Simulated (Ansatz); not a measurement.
System: CdS.

```cif
data_structure
_symmetry_space_group_name_H-M 'P 1'
_symmetry_Int_Tables_number 1
_cell_length_a 4.0653
_cell_length_b 4.0653
_cell_length_c 6.5995
_cell_angle_alpha 90.000
_cell_angle_beta 90.000
_cell_angle_gamma 120.000
_cell_volume 94.45
loop_
_atom_site_label
_atom_site_type_symbol
_atom_site_fract_x
_atom_site_fract_y
_atom_site_fract_z
_atom_site_occupancy
Cd1 Cd 0.66667 0.33333 0.50000 1
Cd2 Cd 0.33333 0.66667 0.00000 1
S1 S 0.66667 0.33333 0.87500 1
S2 S 0.33333 0.66667 0.37500 1
```

Space group P6₃mc; computed pressure about 16 GPa in this cell.

Method: Kohn-Sham DFT of a periodic cell, exchange-only PBE, Ansatz PAW (Ansatz).

**What will maps of the valence pseudo-density and electron localisation function show?**

Cd–S (2.47 Å): ρ at the midpoint is about 0.46 e/Å³; the ELF peaks at about 0.90 in the valence shell of S, 0.8 Å from its nucleus, and is about 0.30 at the midpoint.

**Does the calculation make it a metal, or give it a gap?**

It is gapped, with a Kohn–Sham gap of 1.3 eV on the k-point mesh (the band edges may lie off the mesh, which would make the gap smaller).

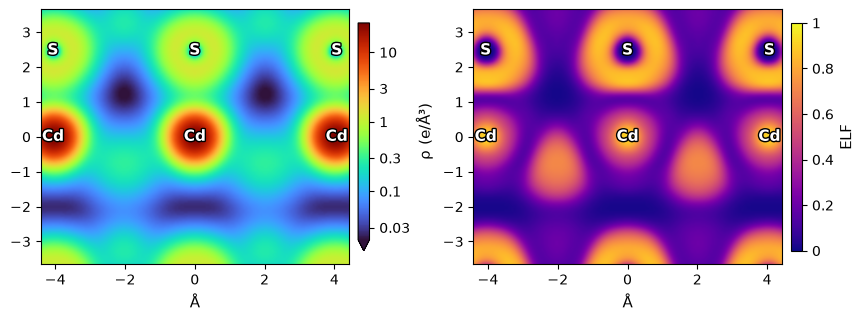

Computed valence pseudo-density and electron localisation function on the (100) plane of the conventional cell, in this order. 

In a PAW calculation such maps are meaningful between the atoms, not at the nuclei.
